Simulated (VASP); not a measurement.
## MoS2: geometry relaxation (part 1 of 4)

The run: geometry relaxation of MoS2 (P6₃/mmc, 6 atoms in the cell). Method and program: Kohn-Sham DFT of a periodic cell, PBEsol, VASP PAW PBE potentials, recommended, no spin polarisation (VASP 6.6.1).

The structure derives from an entry of the Crystallography Open Database.

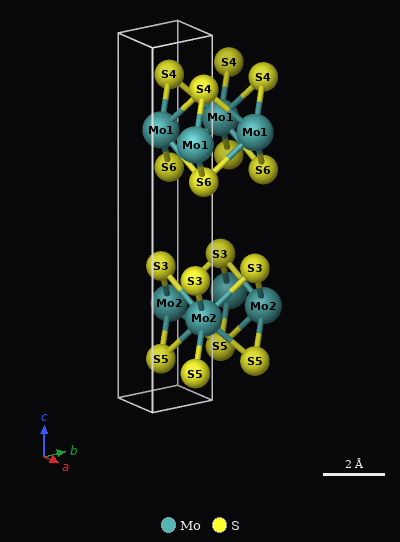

Fig. 1: The structure as given in the input (ball-and-stick view of the cell of the calculation, repeated 2 × 2 × 1, seen slightly off an axis; atoms are numbered from 1 in the order of the input). Near neighbours in the crystal (not all of them lie inside the picture): Mo has 6 S at 2.41 Å; S has 3 Mo at 2.41 Å.

## INCAR
```
ALGO = Fast
EDIFF = 1E-7
EDIFFG = -0.02
ENCUT = 600
GGA = PS
IBRION = 2
ISIF = 3
ISMEAR = -1
LASPH = T
LCHARG = F
LREAL = F
LWAVE = F
NELM = 60
NSW = 60
PREC = Accurate
SIGMA = 0.05
```

## KPOINTS
```
k-points
0
Gamma
  10 10 3
```

## POSCAR
```
MoS2
1.0
    3.1690000000      0.0000000000      0.0000000000
   -1.5845000000      2.7444345046      0.0000000000
    0.0000000000      0.0000000000     12.3240000000
Mo S
2 4
Direct
    0.6666666667      0.3333333333      0.7500000000
    0.3333333333      0.6666666667      0.2500000000
    0.6666666667      0.3333333333      0.3770000000
    0.3333333333      0.6666666667      0.8770000000
    0.6666666667      0.3333333333      0.1230000000
    0.3333333333      0.6666666667      0.6230000000
```

Hardware: 1 thread of Intel Xeon (Granite Rapids), 64 GiB of memory available, shared host.

Run as:
```bash
cat potpaw_PBE.64/Mo_sv/POTCAR potpaw_PBE.64/S/POTCAR > POTCAR
mpirun -np 1 vasp_std > vasp.out
```

## OSZICAR
```
N       E                     dE             d eps       ncg     rms          rms(c)
DAV:   1     0.500392945578E+03    0.50039E+03   -0.31877E+04  1896   0.179E+03
DAV:   2    -0.204830649400E+02   -0.52088E+03   -0.50974E+03  2109   0.424E+02
DAV:   3    -0.492181094201E+02   -0.28735E+02   -0.28438E+02  2253   0.870E+01
DAV:   4    -0.498433791368E+02   -0.62527E+00   -0.62351E+00  2139   0.130E+01
DAV:   5    -0.498611774290E+02   -0.17798E-01   -0.17791E-01  2251   0.207E+00    0.351E+01
RMM:   6    -0.473792140495E+02    0.24820E+01   -0.19519E+01  1842   0.198E+01    0.111E+01
RMM:   7    -0.468818551806E+02    0.49736E+00   -0.25060E+00  1742   0.770E+00    0.718E+00
RMM:   8    -0.468858823449E+02   -0.40272E-02   -0.10899E+00  1806   0.454E+00    0.112E+00
RMM:   9    -0.468833127294E+02    0.25696E-02   -0.22574E-01  1874   0.199E+00    0.823E-01
RMM:  10    -0.468802401804E+02    0.30725E-02   -0.54326E-02  1861   0.106E+00    0.212E-01
RMM:  11    -0.468809365664E+02   -0.69639E-03   -0.13663E-02  2002   0.456E-01    0.859E-02
RMM:  12    -0.468810363052E+02   -0.99739E-04   -0.22542E-03  2011   0.183E-01    0.304E-02
RMM:  13    -0.468810809768E+02   -0.44672E-04   -0.59737E-04  1982   0.842E-02    0.194E-02
RMM:  14    -0.468810854362E+02   -0.44594E-05   -0.14755E-04  1994   0.457E-02    0.116E-02
RMM:  15    -0.468810899347E+02   -0.44985E-05   -0.50896E-05  2058   0.216E-02    0.213E-03
RMM:  16    -0.468810909406E+02   -0.10059E-05   -0.10003E-05  1896   0.889E-03    0.145E-03
RMM:  17    -0.468810912817E+02   -0.34108E-06   -0.29828E-06  1505   0.386E-03    0.899E-04
RMM:  18    -0.468810913700E+02   -0.88287E-07   -0.74512E-07  1171   0.186E-03
   1 F= -.46881091E+02 E0= -.46881090E+02  d E =-.468811E+02
       N       E                     dE             d eps       ncg     rms          rms(c)
DAV:   1    -0.478717701051E+02   -0.99068E+00   -0.29381E+01  1785   0.433E+01    0.148E+01
RMM:   2    -0.469427185801E+02    0.92905E+00   -0.37911E+00  1736   0.119E+01    0.231E+00
RMM:   3    -0.468325422301E+02    0.11018E+00   -0.40079E-01  1776   0.344E+00    0.958E-01
RMM:   4    -0.468214680594E+02    0.11074E-01   -0.14260E-01  1737   0.212E+00    0.109E+00
RMM:   5    -0.468259338505E+02   -0.44658E-02   -0.29906E-02  1947   0.810E-01    0.536E-01
RMM:   6    -0.468277643586E+02   -0.18305E-02   -0.34765E-02  1887   0.713E-01    0.350E-01
RMM:   7    -0.468247314179E+02    0.30329E-02   -0.65199E-03  1738   0.432E-01    0.146E-01
RMM:   8    -0.468248554308E+02   -0.12401E-03   -0.27789E-03  1856   0.182E-01    0.773E-02
RMM:   9    -0.468248705302E+02   -0.15099E-04   -0.26907E-04  1921   0.788E-02    0.247E-02
RMM:  10    -0.468248738293E+02   -0.32992E-05   -0.87935E-05  1830   0.393E-02    0.337E-02
RMM:  11    -0.468248732548E+02    0.57449E-06   -0.15323E-05  1925   0.172E-02    0.165E-02
RMM:  12    -0.468248705657E+02    0.26891E-05   -0.14526E-05  1868   0.147E-02    0.686E-03
RMM:  13    -0.468248709274E+02   -0.36173E-06   -0.35386E-06  1795   0.644E-03    0.443E-03
RMM:  14    -0.468248709453E+02   -0.17871E-07   -0.52006E-07  1226   0.244E-03
   2 F= -.46824871E+02 E0= -.46824869E+02  d E =0.562204E-01
       N       E                     dE             d eps       ncg     rms          rms(c)
DAV:   1    -0.473697749244E+02   -0.54490E+00   -0.12822E+01  1813   0.290E+01    0.849E+00
RMM:   2    -0.469723585258E+02    0.39742E+00   -0.20067E+00  1736   0.838E+00    0.156E+00
RMM:   3    -0.469042546265E+02    0.68104E-01   -0.18563E-01  1736   0.229E+00    0.823E-01
RMM:   4    -0.468998520439E+02    0.44026E-02   -0.89429E-02  1746   0.170E+00    0.514E-01
RMM:   5    -0.469019724031E+02   -0.21204E-02   -0.20052E-02  1940   0.601E-01    0.314E-01
RMM:   6    -0.469021324359E+02   -0.16003E-03   -0.10642E-02  1817   0.401E-01    0.211E-01
RMM:   7    -0.469014828653E+02    0.64957E-03   -0.15199E-03  1748   0.226E-01    0.127E-01
RMM:   8    -0.469015108608E+02   -0.27996E-04   -0.35569E-04  1931   0.966E-02    0.312E-02
RMM:   9    -0.469015147434E+02   -0.38826E-05   -0.71460E-05  2029   0.401E-02    0.225E-02
RMM:  10    -0.469015393009E+02   -0.24557E-04   -0.34283E-05  1799   0.298E-02    0.514E-02
RMM:  11    -0.469015064763E+02    0.32825E-04   -0.10334E-04  2183   0.368E-02    0.785E-03
RMM:  12    -0.469015074588E+02   -0.98248E-06   -0.12065E-05  1990   0.119E-02    0.759E-03
RMM:  13    -0.469015076691E+02   -0.21024E-06   -0.21255E-06  1723   0.457E-03    0.853E-03
RMM:  14    -0.469015079615E+02   -0.29246E-06   -0.89032E-07  1499   0.292E-03    0.945E-03
RMM:  15    -0.469015077357E+02    0.22583E-06   -0.15186E-07  1041   0.159E-03    0.931E-03
RMM:  16    -0.469015083263E+02   -0.59057E-06   -0.59493E-07  1417   0.281E-03    0.846E-03
RMM:  17    -0.469015080262E+02    0.30008E-06   -0.14844E-07  1025   0.152E-03    0.691E-03
RMM:  18    -0.469015076844E+02    0.34178E-06   -0.38340E-07  1242   0.183E-03    0.510E-03
RMM:  19    -0.469015075572E+02    0.12719E-06   -0.13268E-07  1025   0.121E-03    0.432E-03
RMM:  20    -0.469015074652E+02    0.92017E-07   -0.25338E-07  1191   0.139E-03
   3 F= -.46901507E+02 E0= -.46901506E+02  d E =-.204161E-01
       N       E                     dE             d eps       ncg     rms          rms(c)
DAV:   1    -0.469015582681E+02   -0.50711E-04   -0.13980E-03  2023   0.300E-01    0.930E-02
RMM:   2    -0.469015123918E+02    0.45876E-04   -0.21613E-04  1737   0.868E-02    0.157E-02
RMM:   3    -0.469015059027E+02    0.64891E-05   -0.21122E-05  1768   0.241E-02    0.728E-03
RMM:   4    -0.469015058686E+02    0.34122E-07   -0.90093E-06  1745   0.170E-02    0.611E-03
RMM:   5    -0.469015067008E+02   -0.83224E-06   -0.22852E-06  1701   0.625E-03    0.329E-03
RMM:   6    -0.469015070390E+02   -0.33814E-06   -0.17666E-06  1600   0.480E-03    0.214E-03
RMM:   7    -0.469015070394E+02   -0.41837E-09   -0.19279E-07  1076   0.254E-03
   4 F= -.46901507E+02 E0= -.46901506E+02  d E =-.204157E-01
       N       E                     dE             d eps       ncg     rms          rms(c)
DAV:   1    -0.469180853518E+02   -0.16578E-01   -0.56593E-01  1736   0.523E+00    0.830E-01
RMM:   2    -0.469061870131E+02    0.11898E-01   -0.29902E-02  1806   0.865E-01    0.324E-01
RMM:   3    -0.469038339893E+02    0.23530E-02   -0.10398E-02  1748   0.554E-01    0.193E-01
RMM:   4    -0.469039352812E+02   -0.10129E-03   -0.27925E-03  1968   0.254E-01    0.179E-01
RMM:   5    -0.469039406296E+02   -0.53485E-05   -0.60036E-04  1774   0.117E-01    0.439E-02
RMM:   6    -0.469038676346E+02    0.72995E-04   -0.27502E-04  1763   0.885E-02    0.262E-02
RMM:   7    -0.469038678121E+02   -0.17752E-06   -0.90265E-05  1831   0.433E-02    0.140E-02
RMM:   8    -0.469038711266E+02   -0.33145E-05   -0.28699E-05  1988   0.231E-02    0.743E-03
RMM:   9    -0.469038703491E+02    0.77755E-06   -0.59788E-06  1781   0.122E-02    0.492E-03
RMM:  10    -0.469038704392E+02   -0.90168E-07   -0.20243E-06  1561   0.643E-03    0.583E-04
RMM:  11    -0.469038704596E+02   -0.20427E-07   -0.39386E-07  1160   0.297E-03
   5 F= -.46903870E+02 E0= -.46903869E+02  d E =-.236342E-02
       N       E                     dE             d eps       ncg     rms          rms(c)
DAV:   1    -0.469038732950E+02   -0.28558E-05   -0.98617E-05  2079   0.690E-02    0.999E-03
RMM:   2    -0.469038712381E+02    0.20569E-05   -0.47393E-06  1800   0.111E-02    0.409E-03
RMM:   3    -0.469038708221E+02    0.41595E-06   -0.17356E-06  1702   0.715E-03    0.259E-03
RMM:   4    -0.469038708751E+02   -0.53021E-07   -0.47240E-07  1314   0.327E-03
   6 F= -.46903871E+02 E0= -.46903870E+02  d E =-.236384E-02
       N       E                     dE             d eps       ncg     rms          rms(c)
DAV:   1    -0.469063140382E+02   -0.24432E-02   -0.66191E-02  1772   0.180E+00    0.410E-01
RMM:   2    -0.469045765079E+02    0.17375E-02   -0.10899E-02  1755   0.574E-01    0.127E-01
RMM:   3    -0.469043514268E+02    0.22508E-03   -0.95023E-04  1766   0.166E-01    0.817E-02
RMM:   4    -0.469043090162E+02    0.42411E-04   -0.31627E-04  1838   0.904E-02    0.529E-02
RMM:   5    -0.469043116877E+02   -0.26715E-05   -0.67797E-05  1969   0.391E-02    0.295E-02
RMM:   6    -0.469043068064E+02    0.48813E-05   -0.46764E-05  1815   0.283E-02    0.915E-03
RMM:   7    -0.469043051533E+02    0.16531E-05   -0.91649E-06  1748   0.194E-02    0.722E-03
RMM:   8    -0.469043051952E+02   -0.41918E-07   -0.20589E-06  1754   0.692E-03    0.565E-03
RMM:   9    -0.469043049612E+02    0.23404E-06   -0.27402E-07  1096   0.295E-03    0.202E-03
RMM:  10    -0.469043048523E+02    0.10888E-06   -0.19584E-07  1075   0.229E-03    0.403E-04
RMM:  11    -0.469043048535E+02   -0.12233E-08   -0.35054E-08   870   0.809E-04
   7 F= -.46904305E+02 E0= -.46904304E+02  d E =-.433978E-03
       N       E                     dE             d eps       ncg     rms          rms(c)
DAV:   1    -0.469231882381E+02   -0.18883E-01   -0.59348E-01  1758   0.538E+00    0.123E+00
RMM:   2    -0.469076193861E+02    0.15569E-01   -0.98227E-02  1754   0.173E+00    0.380E-01
RMM:   3    -0.469055470665E+02    0.20723E-02   -0.85796E-03  1767   0.501E-01    0.245E-01
RMM:   4    -0.469051782831E+02    0.36878E-03   -0.27930E-03  1842   0.268E-01    0.163E-01
RMM:   5    -0.469052163145E+02   -0.38031E-04   -0.59594E-04  1964   0.117E-01    0.879E-02
RMM:   6    -0.469051832484E+02    0.33066E-04   -0.43116E-04  1815   0.857E-02    0.282E-02
RMM:   7    -0.469051710025E+02    0.12246E-04   -0.82200E-05  1747   0.585E-02    0.223E-02
RMM:   8    -0.469051720701E+02   -0.10676E-05   -0.18712E-05  1994   0.208E-02    0.171E-02
RMM:   9    -0.469051707186E+02    0.13516E-05   -0.27510E-06  1772   0.976E-03    0.638E-03
RMM:  10    -0.469051702386E+02    0.47994E-06   -0.19034E-06  1762   0.739E-03    0.148E-03
RMM:  11    -0.469051703254E+02   -0.86749E-07   -0.34231E-07  1117   0.283E-03
   8 F= -.46905170E+02 E0= -.46905169E+02  d E =-.129945E-02
       N       E                     dE             d eps       ncg     rms          rms(c)
DAV:   1    -0.469768773529E+02   -0.71707E-01   -0.23590E+00  1758   0.107E+01    0.244E+00
RMM:   2    -0.469151935887E+02    0.61684E-01   -0.39494E-01  1753   0.347E+00    0.763E-01
RMM:   3    -0.469064917590E+02    0.87018E-02   -0.34169E-02  1760   0.101E+00    0.491E-01
RMM:   4    -0.469051169813E+02    0.13748E-02   -0.11185E-02  1857   0.527E-01    0.344E-01
RMM:   5    -0.469052026356E+02   -0.85654E-04   -0.20832E-03  1960   0.229E-01    0.159E-01
RMM:   6    -0.469050978377E+02    0.10480E-03   -0.15592E-03  1817   0.163E-01    0.571E-02
RMM:   7    -0.469050596867E+02    0.38151E-04   -0.31255E-04  1747   0.112E-01    0.459E-02
RMM:   8    -0.469050642840E+02   -0.45973E-05   -0.76276E-05  2020   0.400E-02    0.321E-02
RMM:   9    -0.469050587188E+02    0.55652E-05   -0.11874E-05  1755   0.203E-02    0.138E-02
RMM:  10    -0.469050571594E+02    0.15593E-05   -0.76766E-06  1773   0.147E-02    0.173E-03
RMM:  11    -0.469050576217E+02   -0.46221E-06   -0.14347E-06  1540   0.592E-03    0.408E-03
RMM:  12    -0.469050573238E+02    0.29781E-06   -0.78911E-07  1384   0.455E-03    0.168E-03
RMM:  13    -0.469050573436E+02   -0.19798E-07   -0.21776E-07  1064   0.170E-03
   9 F= -.46905057E+02 E0= -.46905057E+02  d E =-.118647E-02
       N       E                     dE             d eps       ncg     rms          rms(c)
DAV:   1    -0.469282357052E+02   -0.23178E-01   -0.75554E-01  1765   0.605E+00    0.138E+00
RMM:   2    -0.469081972357E+02    0.20038E-01   -0.12146E-01  1753   0.192E+00    0.413E-01
RMM:   3    -0.469058268464E+02    0.23704E-02   -0.10776E-02  1771   0.553E-01    0.269E-01
RMM:   4    -0.469053738466E+02    0.45300E-03   -0.36408E-03  1834   0.307E-01    0.173E-01
RMM:   5    -0.469054598352E+02   -0.85989E-04   -0.77558E-04  1972   0.131E-01    0.998E-02
RMM:   6    -0.469054361065E+02    0.23729E-04   -0.50644E-04  1808   0.933E-02    0.303E-02
RMM:   7    -0.469054255289E+02    0.10578E-04   -0.10520E-04  1747   0.657E-02    0.239E-02
RMM:   8    -0.469054265552E+02   -0.10263E-05   -0.21727E-05  1973   0.233E-02    0.186E-02
RMM:   9    -0.469054262771E+02    0.27807E-06   -0.32786E-06  1792   0.109E-02    0.554E-03
RMM:  10    -0.469054264274E+02   -0.15030E-06   -0.24015E-06  1807   0.790E-03    0.258E-03
RMM:  11    -0.469054263970E+02    0.30365E-07   -0.37781E-07  1160   0.298E-03
  10 F= -.46905426E+02 E0= -.46905426E+02  d E =-.155552E-02
       N       E                     dE             d eps       ncg     rms          rms(c)
DAV:   1    -0.469055585113E+02   -0.13208E-03   -0.21531E-03  1855   0.272E-01    0.503E-02
RMM:   2    -0.469055299643E+02    0.28547E-04   -0.21738E-04  1764   0.805E-02    0.198E-02
RMM:   3    -0.469055266721E+02    0.32922E-05   -0.22010E-05  1783   0.260E-02    0.146E-02
RMM:   4    -0.469055260846E+02    0.58756E-06   -0.62435E-06  1895   0.120E-02    0.118E-02
RMM:   5    -0.469055253019E+02    0.78263E-06   -0.15278E-06  1807   0.678E-03    0.158E-03
RMM:   6    -0.469055252458E+02    0.56119E-07   -0.54747E-07  1359   0.437E-03
  11 F= -.46905525E+02 E0= -.46905524E+02  d E =-.988488E-04
       N       E                     dE             d eps       ncg     rms          rms(c)
DAV:   1    -0.469061006217E+02   -0.57532E-03   -0.19240E-02  1736   0.815E-01    0.152E-01
RMM:   2    -0.469058428369E+02    0.25778E-03   -0.19223E-03  1764   0.240E-01    0.588E-02
RMM:   3    -0.469058145104E+02    0.28327E-04   -0.19583E-04  1795   0.771E-02    0.440E-02
RMM:   4    -0.469058095789E+02    0.49315E-05   -0.52464E-05  1903   0.351E-02    0.352E-02
RMM:   5    -0.469058054859E+02    0.40930E-05   -0.14115E-05  1820   0.204E-02    0.470E-03
RMM:   6    -0.469058052639E+02    0.22207E-06   -0.50319E-06  1756   0.132E-02    0.607E-03
RMM:   7    -0.469058053769E+02   -0.11303E-06   -0.15165E-06  1739   0.589E-03    0.402E-03
RMM:   8    -0.469058050905E+02    0.28643E-06   -0.28509E-07  1118   0.318E-03    0.205E-03
RMM:   9    -0.469058049934E+02    0.97022E-07   -0.48628E-08  1003   0.110E-03
  12 F= -.46905805E+02 E0= -.46905804E+02  d E =-.378596E-03
       N       E                     dE             d eps       ncg     rms          rms(c)
DAV:   1    -0.469074911797E+02   -0.16861E-02   -0.77193E-02  1736   0.163E+00    0.307E-01
RMM:   2    -0.469064410377E+02    0.10501E-02   -0.77569E-03  1764   0.483E-01    0.118E-01
RMM:   3    -0.469063257642E+02    0.11527E-03   -0.78874E-04  1793   0.155E-01    0.882E-02
RMM:   4    -0.469063062699E+02    0.19494E-04   -0.21313E-04  1903   0.706E-02    0.711E-02
RMM:   5    -0.469062927400E+02    0.13530E-04   -0.56173E-05  1819   0.407E-02    0.943E-03
RMM:   6    -0.469062921268E+02    0.61317E-06   -0.20178E-05  1755   0.263E-02    0.123E-02
RMM:   7    -0.469062927174E+02   -0.59057E-06   -0.61740E-06  1952   0.119E-02    0.817E-03
RMM:   8    -0.469062919640E+02    0.75341E-06   -0.11817E-06  1724   0.641E-03    0.430E-03
RMM:   9    -0.469062917471E+02    0.21690E-06   -0.27320E-07  1099   0.240E-03    0.133E-03
RMM:  10    -0.469062917470E+02    0.11460E-09   -0.38211E-07  1226   0.254E-03
  13 F= -.46906292E+02 E0= -.46906291E+02  d E =-.865350E-03
       N       E                     dE             d eps       ncg     rms          rms(c)
DAV:   1    -0.469117502391E+02   -0.54585E-02   -0.30799E-01  1736   0.326E+00    0.617E-01
RMM:   2    -0.469075631213E+02    0.41871E-02   -0.30885E-02  1764   0.965E-01    0.237E-01
RMM:   3    -0.469071018868E+02    0.46123E-03   -0.31404E-03  1790   0.310E-01    0.177E-01
```
